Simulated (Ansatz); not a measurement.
## Geometry relaxation of MgO (part 2 of 3)

MgO (8 atoms in the cell); DFT PBE, scalar-relativistic, plane waves, PAW, no spin polarisation (Ansatz 0.2.0); cutoff 420 eV, 1×1×5 k-mesh, Gaussian smearing of 0.05 eV. The structure derives from an entry of the Crystallography Open Database. It belongs to a series of runs on one base structure; here: wire along [1 1 1], 8 atoms a period.

Geometry of the input (Å; fractional positions):
```
10.7000  0.0000  0.0000
0.0000  12.3000  0.0000
0.0000  0.0000  7.3676
Mg 0.5811  0.5000  0.0000
O  0.4189  0.5000  0.8333
Mg 0.4189  0.5000  0.3333
O  0.5811  0.5000  0.5000
Mg 0.5000  0.6223  0.6667
O  0.5000  0.3777  0.1667
Mg 0.5000  0.3777  0.6667
O  0.5000  0.6223  0.1667
```

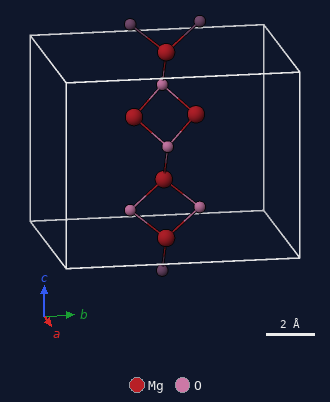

*The geometry at step 5 of the log (ball-and-stick view of the cell of the calculation, with the vacuum cut short, seen slightly off an axis; neighbours outside the cell are drawn fainter).*

**Log, continued**
```
SCF iter   1: F=—  HF=-9972.141438 eV  |F-HF|=—  |Δ(HF+E_count)|=         —  Δρ=7.83e-6  dr2=6.46e-8  ethr=2.40e-7  ⟨swp⟩=4.0  Hψ=867  notcnv=0
eigensolver tolerance schedule: the retry pair's looser diagonalisation over-reported the residual by 2382.63 of it (diagonalisation noise at 0.23 of the residual, at the tolerance the schedule requests for it); recorded, not acted on — ethr = c·dr2/N_el stays at c = 1.0e-1
preconditioner: auto → Resta (q_TF=auto, 1.930 Å⁻¹)  ε∞=1.8  [insulator: Δε(μ)=3.147 eV  Ē_g=10.699 eV  σ=0.050 eV  W_gap=1.00  n_scr=58 (ndim 8)  ℏωp=9.3 eV  f_vac=0.758  D(μ)=0.00/eV (n_scr^D=0)  ε∞_Penn≈1.8  vacuum switching on, ρ_ref=8.3e-3 e/Å³]
SCF iter   2: F=—  HF=-9972.141397 eV  |F-HF|=—  |Δ(HF+E_count)|=   4.10e-5  Δρ=4.17e-6  dr2=2.69e-8  ethr=1.01e-10  ⟨swp⟩=4.0  Hψ=302  notcnv=0
SCF iter   3: F=—  HF=-9972.141397 eV  |F-HF|=—  |Δ(HF+E_count)|=   1.43e-8  Δρ=2.56e-6  dr2=6.35e-9  ethr=4.21e-11  ⟨swp⟩=2.0  Hψ=161  notcnv=0
SCF iter   4: F=—  HF=-9972.141397 eV  |F-HF|=—  |Δ(HF+E_count)|=   1.75e-8  Δρ=1.25e-6  dr2=3.67e-9  ethr=9.92e-12  ⟨swp⟩=2.0  Hψ=209  notcnv=0
SCF iter   5: F=—  HF=-9972.141397 eV  |F-HF|=—  |Δ(HF+E_count)|=   2.59e-9  Δρ=2.42e-7  dr2=2.01e-10  ethr=5.74e-12  ⟨swp⟩=2.0  Hψ=168  notcnv=0
SCF iter   6: F=-9972.141397 eV  HF=-9972.141397 eV  |F-HF|=2.55e-11  |Δ(HF+E_count)|=  3.64e-12  Δρ=8.89e-8  dr2=2.53e-11  ethr=1.00e-12  ⟨swp⟩=7.0  Hψ=686  notcnv=0
SCF 28 converged in 6 iterations: F = -9972.141397 eV  dr2 = 2.53e-11
relax step  28: F+E_penalty+E_count = -9972.14139705 eV  Δ(F+E_penalty+E_count) = +2.848e-4 eV  max|allowed force component| = 1.075e-3 eV/Å  Δτ_max = 0.0000 Å  P = +0.002 GPa  Ω = 510.842 Å³  fix = [a, b, alpha, beta, gamma]  reactions: a +0.006, b +0.001 GPa; beta +0.001 GPa/rad  stress off target by 5.83e-4 GPa on what of the cell is left free  SCF on the basis re-selected at this cell (its energy is not comparable with the rows above)  (6 SCF iters)
```

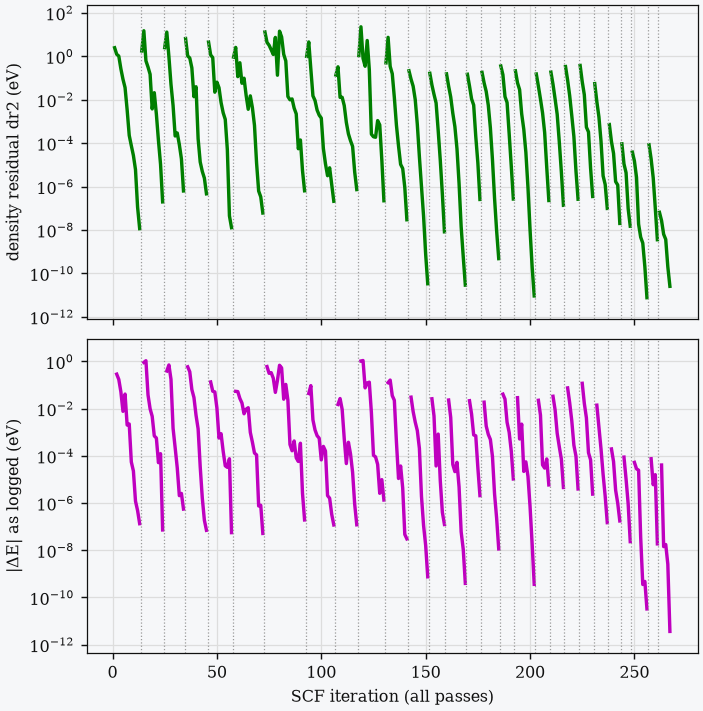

*Convergence of the self-consistent field: density residual dr2 and size of the energy change against the SCF iteration. The dotted lines part the SCF passes of the relaxation: geometry steps, rejected trials and re-solves on a re-selected basis.*

The 28 passes take 5 to 20 iterations each, 267 in all.

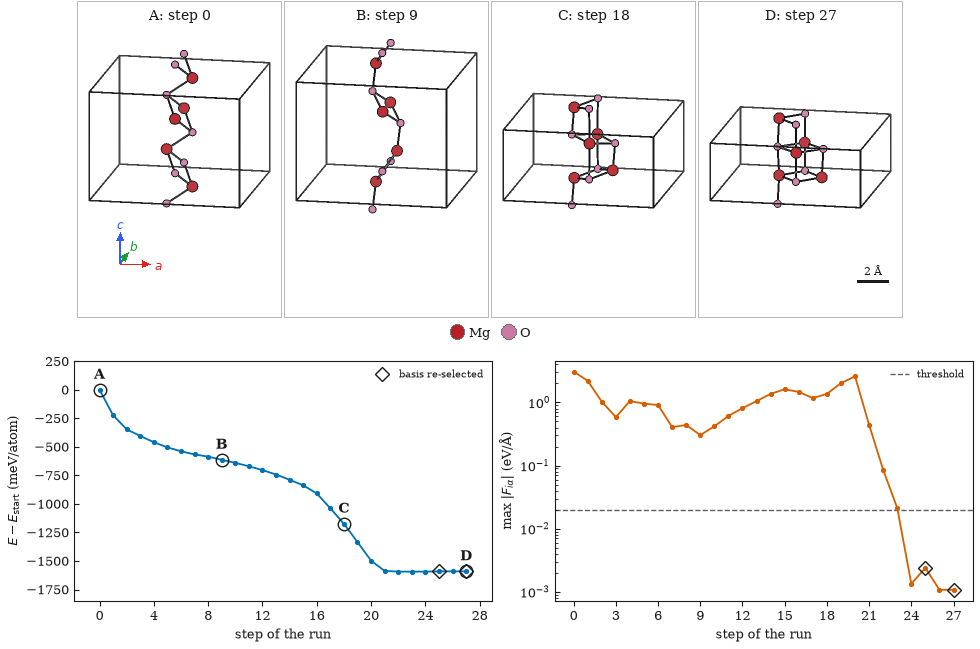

*Frames of the relaxation (ball-and-stick view of the cell of the calculation, with the vacuum cut short, with bonded neighbours outside it, seen slightly off an axis) above the curves, on which the letters mark them (the first geometry is step 0 here and step 1 in the log).*

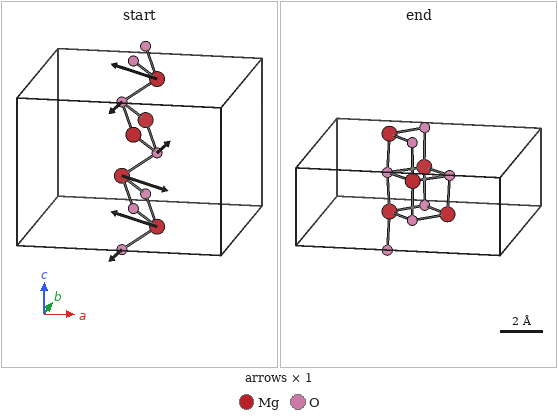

*Before (left) and after (right) the relaxation, at one scale (ball-and-stick view of the cell of the calculation, with the vacuum cut short, with bonded neighbours outside it, seen slightly off an axis). The black arrows give the displacements (without the part carried along by the change of the cell), at true length.*

The largest moves relative to the cell, 2.39 Å, are those of Mg1 and Mg3. By element the largest moves are Mg 2.39 Å, O 0.93 Å. Along the periodic axis the drawn cell goes c 7.368 → 3.881 Å (−47.3 %). Among the contacts that change: Mg1–O2 6.381 → 1.944 Å, Mg5–O8 3.684 → 1.944 Å, Mg1–O6 2.127 → 2.101 Å. New bonds form: Mg1–O2 (6.38 → 1.94 Å), Mg3–O4 (6.38 → 1.94 Å), Mg5–O8 (3.68 → 1.94 Å), O6–Mg7 (3.68 → 1.94 Å). Among the angles that change: Mg5–O2–Mg7 90.0° → 85.9°, O6–Mg1–O8 90.0° → 94.1°, Mg1–O2–Mg5 90.0° → 87.7°. Over 25 geometry steps the energy falls by 1591 meV per atom. The largest force component goes from 3.1 to 0.0011 eV/Å. 1 further SCF at an unchanged geometry re-selected the plane-wave basis for the new cell. The energy change given includes the shifts at the re-selections in mid-walk, which come without any move. A last SCF at the same geometry on a re-selected plane-wave basis shifts the energy by +0.0 meV per atom. (Atoms are counted from 1 in the order of the input.)

```
basis re-selected at this cell: Δ(F+E_penalty+E_count) = +2.848e-4 eV, ΔP = -0.001 GPa vs the last step (what re-selecting the basis moved, of the pressure what is left beyond the Pulay correction that the steps carried, after the strain that the cell walked since its last selection, with what the two solves' SCF thresholds leave and, on support functions, any second-order correction that the steps lacked; it is no measure of the basis error at this ecutwfc). This SCF's stress stands 5.83e-4 GPa from its target on what of the cell is left free (relax.cell.stress_tol is 3.00e-2 GPa) and its largest allowed force component is 1.08e-3 eV/Å (relax.f_tol is 2.00e-2 eV/Å): within both
WARN: The output density's exchange-correlation potential varies sharply where the density is thin. Do not read a vacuum level from v_tot or v_xc, or from such a field of the output density. On a cell that repeats whose density bears no net charge and no dipole along the vacuum's axis use v_es (v_loc + v_h of the components); under efield.dipole_correction with no amplitude use v_es + v_field, which holds any external_charges[].barrier, or the levels of the report's work_function block, which leave it out; under a non-zero efield.amplitude the vacuum is tilted and has no level; on a cell that repeats and bears such a dipole with no correction it is tilted too, and efield.dipole_correction with no amplitude gives each side of its ramp a level where efield: is served; in a cell that repeats whose density bears a net charge (total_charge, or a fill off its count) it is curved and has none; of a slab under crystal.periodic whose density bears no net charge use v_es, which has a level on each side, short of where the two are joined; of another it falls or rises all the way out and has none; of a slab beside external_charges read slab_vacuum_level instead, which it has where they leave it neutral. The grid or the basis barely resolves most such structure, and the values can differ between equally converged runs; as a rule a tighter scf.convergence.dr2_threshold does not remove it. Where the density itself ripples (under the LDA too) a higher basis.ecutwfc lessens it. The files hold the spikes' plane waves up to the density's cutoff. Files: v_tot_of_output_density and the like, and their columns of v_z.tsv (output.write_potential); v_xc_of_output_density and the like, and their columns of v_comp_z.tsv (output.write_potential_components). Measured: with its Gaussian average of σ = 0.25 Å subtracted twice, the exchange-correlation potential is over 0.1 eV at 2087 of the grid points where the equally averaged density (valence and model cores) is under 1e-3 e/Å³, and 1.28 eV at the most among them, at an averaged density of 4.6e-5 e/Å³. The input density's (outcome.potential() and, of a run that writes arrays, v_tot and v_xc) is over 0.1 eV, so measured, at 2087 points of its own thin density, 1.28 eV at the most. See output.write_potential in the manual, Limitations
SCF converged after 6 iterations
Free energy (F): -9972.141397 eV
Harris-Foulkes:  -9972.141397 eV  (|F-HF|=2.55e-11)
Internal energy: -9972.141397 eV  (E = F + TS)
E sigma→0 (E₀):  -9972.141397 eV
Fermi energy:    -1.616821 eV
--- Per-component energies (eV) ---
  E_band       = -1896.490767
  E_kinetic    = 1012.259896
  E_local      = -26451.757349  (includes V_loc(G=0)·N_el)
  E_nonlocal   = 571.963841
  E_hartree    = 11876.635646
  E_xc         = -416.234493
  E_vxc        = -532.770014  (∫ρ·V_xc dr)
  E_paw        = -1799.485025  (= ΣΔE_a)
  E_vpaw       = -249.467806  (= ΣTr[D̂ρ^β])
  E_aug_tail   = 0.009865  (compensation charges beyond the density's cutoff)
  E_ewald      = 5234.466221
  E_smearing   = -0.000000  (= −TS)
  E_closure    = -0.000000  (closes the sum)
  Σ components = -9972.141397   (vs F -9972.141397, Δ=0.00e0)
--- Forces (eV/Å), atoms counted from 1 ---
  atom   1  Mg    -0.00031648    -0.00000000     0.00107538
  atom   2  O      0.00064941     0.00000000    -0.00025890
  atom   3  Mg     0.00031648     0.00000000    -0.00107538
  atom   4  O     -0.00064941    -0.00000000     0.00025890
  atom   5  Mg     0.00000000     0.00030967     0.00000000
  atom   6  O     -0.00000000     0.00035163    -0.00000000
  atom   7  Mg    -0.00000000    -0.00030967    -0.00000000
  atom   8  O      0.00000000    -0.00035163     0.00000000
  max |Σ_I F_I| component: 3.25e-19 eV/Å
--- Stress (GPa, compression-positive) ---
        0.005778       0.000000      -0.000716
        0.000000       0.000917      -0.000000
       -0.000716      -0.000000       0.000583
  P = ⅓ Tr σ = 0.0024 GPa (0.024 kbar)
--- Band table (eV) ---
  k-point 0: bands = ["-76.0305", "-76.0220", "-76.0217", "-76.0179", "-42.8891", "-42.8470", "-42.8423", "-42.8421", "-42.8250", "-42.8041", "-42.8040", "-42.7841", "-42.7240", "-42.6898", "-42.6895", "-42.6613", "-19.4438", "-18.7412", "-18.7398", "-18.4127", "-5.8619", "-5.8226", "-5.3657", "-4.7070", "-4.7061", "-4.6870", "-4.6858", "-4.1577", "-3.8402", "-3.7882", "-3.7843", "-3.1904", "-0.0432", "1.3316", "1.5453", "1.6490", "2.2925", "2.5732", "2.8661", "3.0331"]
  k-point 1: bands = ["-76.0292", "-76.0220", "-76.0217", "-76.0191", "-42.8868", "-42.8537", "-42.8408", "-42.8406", "-42.8210", "-42.8085", "-42.8084", "-42.7879", "-42.7171", "-42.6887", "-42.6883", "-42.6676", "-19.3063", "-18.6876", "-18.6862", "-18.4620", "-6.1328", "-5.9031", "-5.4973", "-5.4970", "-5.1862", "-4.1473", "-4.1356", "-4.1351", "-3.9865", "-3.6629", "-3.6605", "-3.4288", "0.5367", "1.5953", "1.7907", "1.8960", "2.7427", "2.9090", "3.2380", "3.4056"]
  k-point 2: bands = ["-76.0261", "-76.0222", "-76.0220", "-76.0217", "-42.8795", "-42.8675", "-42.8373", "-42.8371", "-42.8166", "-42.8164", "-42.8106", "-42.7980", "-42.7013", "-42.6869", "-42.6866", "-42.6830", "-18.9770", "-18.6479", "-18.5991", "-18.5976", "-6.4027", "-6.1965", "-6.0923", "-6.0921", "-4.6906", "-4.2629", "-4.0211", "-4.0105", "-3.8119", "-3.8106", "-3.5787", "-3.5783", "1.8006", "2.4247", "2.5461", "2.5756", "3.8028", "3.8737", "3.8766", "3.9195"]
--- Relaxed structure (26 steps of the walk, 26 accepted, 2 SCFs on fresh bases) ---
  F+E_penalty+E_count = -9972.14139705 eV   max|allowed force component| = 1.075e-3 eV/Å   (the final SCF, on the basis selected at the relaxed cell)
  cell:  # Å, volume = 510.8419 Å³
    - [10.7, 0.0, -2.4657286202092804e-111]
    - [0.0, 12.3, 0.0]
    - [-1.6978113989526853e-111, 0.0, 3.8814825609783417]
  atoms:
    - { symbol: Mg, position: [0.3662074892916374, 0.49999999999999994, 0.1666414912812602] }
    - { symbol: O, position: [0.3563041399185844, 0.49999999999999994, 0.666652083165309] }
    - { symbol: Mg, position: [0.6337925107083626, 0.49999999999999994, 0.16669184205207296] }
    - { symbol: O, position: [0.6436958600814153, 0.49999999999999994, 0.6666812501680237] }
    - { symbol: Mg, position: [0.49999999999999994, 0.616376419016439, 0.6666666666666664] }
    - { symbol: O, position: [0.49999999999999994, 0.37501169296281994, 0.16666666666666655] }
    - { symbol: Mg, position: [0.49999999999999994, 0.3836235809835608, 0.6666666666666664] }
    - { symbol: O, position: [0.49999999999999994, 0.62498830703718, 0.16666666666666655] }
--- Löwdin populations: 8 sites ---
  site symbol       q [e]
     0     Mg      8.4248
     1      O      7.4109
     2     Mg      8.4248
     3      O      7.4109
     4     Mg      8.4251
     5      O      7.4108
     6     Mg      8.4251
     7      O      7.4108
  spilling = 0.010261 (of n_electrons = 64.000000)
```

**Trajectory as extended XYZ (Å, eV, eV/Å), 28 frames, from step=1 to step=28**
```
8
Lattice="10.7000 0.0000 0.0000 0.0000 12.3000 0.0000 0.0000 0.0000 7.3676" Properties=species:S:1:pos:R:3:forces:R:3 step=1 energy=-9959.41455 pressure_GPa=-1.52
Mg    6.2183    6.1500    0.0000   -3.0725   0.0000   2.5038
O     4.4817    6.1500    6.1397    2.0672   0.0000  -1.6468
Mg    4.4817    6.1500    2.4559    3.0725   0.0000  -2.5038
O     6.2183    6.1500    3.6838   -2.0672   0.0000   1.6468
Mg    5.3500    7.6539    4.9118    0.0000  -2.1747   0.0000
O     5.3500    4.6461    1.2279    0.0000   0.9938   0.0000
Mg    5.3500    4.6461    4.9118    0.0000   2.1747   0.0000
O     5.3500    7.6539    1.2279    0.0000  -0.9938   0.0000
8
Lattice="10.7000 0.0000 0.0000 0.0000 12.3000 0.0000 0.0000 0.0000 7.3537" Properties=species:S:1:pos:R:3:forces:R:3 step=2 energy=-9961.20396 pressure_GPa=-1.04
Mg    6.0733    6.1500    0.1297   -2.1972   0.0000   1.3494
O     4.5316    6.1500    6.0719    1.5662   0.0000  -0.8678
Mg    4.6267    6.1500    2.3216    2.1972   0.0000  -1.3494
O     6.1684    6.1500    3.7330   -1.5662   0.0000   0.8678
Mg    5.3500    7.5914    4.9025    0.0000  -1.7518   0.0000
O     5.3500    4.5934    1.2256    0.0000   1.0456   0.0000
Mg    5.3500    4.7086    4.9025    0.0000   1.7518   0.0000
O     5.3500    7.7066    1.2256    0.0000  -1.0456   0.0000
8
Lattice="10.7000 0.0000 0.0000 0.0000 12.3000 0.0000 0.0000 0.0000 7.3553" Properties=species:S:1:pos:R:3:forces:R:3 step=3 energy=-9962.18703 pressure_GPa=0.57
Mg    5.8996    6.1500    0.2163   -0.2963   0.0000  -1.0262
O     4.6365    6.1500    6.0399    0.1647   0.0000   0.5024
Mg    4.8004    6.1500    2.2354    0.2963   0.0000   1.0262
O     6.0635    6.1500    3.7671   -0.1647   0.0000  -0.5024
Mg    5.3500    7.4488    4.9035    0.0000   0.6153   0.0000
O     5.3500    4.6646    1.2259    0.0000  -0.6923   0.0000
Mg    5.3500    4.8512    4.9035    0.0000  -0.6153   0.0000
O     5.3500    7.6354    1.2259    0.0000   0.6923   0.0000
8
Lattice="10.7000 0.0000 0.0000 0.0000 12.3000 0.0000 0.0000 0.0000 7.6927" Properties=species:S:1:pos:R:3:forces:R:3 step=4 energy=-9962.65212 pressure_GPa=0.19
Mg    5.7874    6.1500    0.1934   -0.5852   0.0000  -0.3476
O     4.6845    6.1500    6.3007    0.2798   0.0000   0.1324
Mg    4.9126    6.1500    2.3708    0.5852   0.0000   0.3476
O     6.0155    6.1500    3.9563   -0.2798   0.0000  -0.1324
Mg    5.3500    7.4708    5.1285    0.0000   0.0417   0.0000
O     5.3500    4.6230    1.2821    0.0000   0.3284   0.0000
Mg    5.3500    4.8292    5.1285    0.0000  -0.0417   0.0000
O     5.3500    7.6770    1.2821    0.0000  -0.3284   0.0000
8
Lattice="10.7000 0.0000 0.0000 0.0000 12.3000 0.0000 0.0000 0.0000 8.0387" Properties=species:S:1:pos:R:3:forces:R:3 step=5 energy=-9963.08860 pressure_GPa=0.24
Mg    5.6071    6.1500    0.1332   -0.4688   0.0000   1.0502
O     4.7266    6.1500    6.5453   -0.1298   0.0000  -0.3947
Mg    5.0929    6.1500    2.5463    0.4688   0.0000  -1.0502
O     5.9734    6.1500    4.1730    0.1298   0.0000   0.3947
Mg    5.3500    7.4712    5.3591    0.0000   0.0819   0.0000
O     5.3500    4.6659    1.3398    0.0000   0.2638   0.0000
Mg    5.3500    4.8288    5.3591    0.0000  -0.0819   0.0000
O     5.3500    7.6341    1.3398    0.0000  -0.2638   0.0000
8
Lattice="10.7000 0.0000 0.0000 0.0000 12.3000 0.0000 0.0000 0.0000 8.3451" Properties=species:S:1:pos:R:3:forces:R:3 step=6 energy=-9963.45222 pressure_GPa=0.08
Mg    5.4083    6.1500    0.1637   -0.4025   0.0000   0.7973
O     4.7106    6.1500    6.7985    0.1105   0.0000  -0.9533
Mg    5.2917    6.1500    2.6180    0.4025   0.0000  -0.7973
O     5.9894    6.1500    4.3283   -0.1105   0.0000   0.9533
Mg    5.3500    7.4325    5.5634    0.0000   0.2793   0.0000
O     5.3500    4.6675    1.3909    0.0000   0.3804   0.0000
Mg    5.3500    4.8675    5.5634    0.0000  -0.2793   0.0000
O     5.3500    7.6325    1.3909    0.0000  -0.3804   0.0000
8
Lattice="10.7000 0.0000 0.0000 0.0000 12.3000 0.0000 0.0000 0.0000 8.6136" Properties=species:S:1:pos:R:3:forces:R:3 step=7 energy=-9963.72121 pressure_GPa=-0.19
Mg    5.2098    6.1500    0.1855   -0.5247   0.0000  -0.0127
O     4.7433    6.1500    6.9270   -0.0827   0.0000   0.9089
Mg    5.4902    6.1500    2.6857    0.5247   0.0000   0.0127
O     5.9567    6.1500    4.5579    0.0827   0.0000  -0.9089
Mg    5.3500    7.4618    5.7424    0.0000   0.1138   0.0000
O     5.3500    4.6896    1.4356    0.0000   0.4555   0.0000
Mg    5.3500    4.8382    5.7424    0.0000  -0.1138   0.0000
O     5.3500    7.6104    1.4356    0.0000  -0.4555   0.0000
8
Lattice="10.7000 0.0000 0.0000 0.0000 12.3000 0.0000 0.0000 0.0000 8.4994" Properties=species:S:1:pos:R:3:forces:R:3 step=8 energy=-9963.94555 pressure_GPa=-0.16
Mg    5.0103    6.1500    0.1995   -0.3949   0.0000   0.0153
O     4.6352    6.1500    6.8186   -0.0871   0.0000   0.4054
Mg    5.6897    6.1500    2.6337    0.3949   0.0000  -0.0153
O     6.0648    6.1500    4.5139    0.0871   0.0000  -0.4054
Mg    5.3500    7.4540    5.6663    0.0000   0.0255   0.0000
O     5.3500    4.7123    1.4166    0.0000   0.1879   0.0000
Mg    5.3500    4.8460    5.6663    0.0000  -0.0255   0.0000
O     5.3500    7.5877    1.4166    0.0000  -0.1879   0.0000
8
Lattice="10.7000 0.0000 0.0000 0.0000 12.3000 0.0000 0.0000 0.0000 8.3952" Properties=species:S:1:pos:R:3:forces:R:3 step=9 energy=-9964.09816 pressure_GPa=-0.28
Mg    4.8142    6.1500    0.2158   -0.0468   0.0000   0.4392
O     4.5369    6.1500    6.7186    0.0135   0.0000  -0.0212
Mg    5.8858    6.1500    2.5826    0.0468   0.0000  -0.4392
O     6.1631    6.1500    4.4750   -0.0135   0.0000   0.0212
Mg    5.3500    7.4453    5.5968    0.0000  -0.0546   0.0000
O     5.3500    4.7278    1.3992    0.0000   0.2410   0.0000
Mg    5.3500    4.8547    5.5968    0.0000   0.0546   0.0000
O     5.3500    7.5722    1.3992    0.0000  -0.2410   0.0000
```
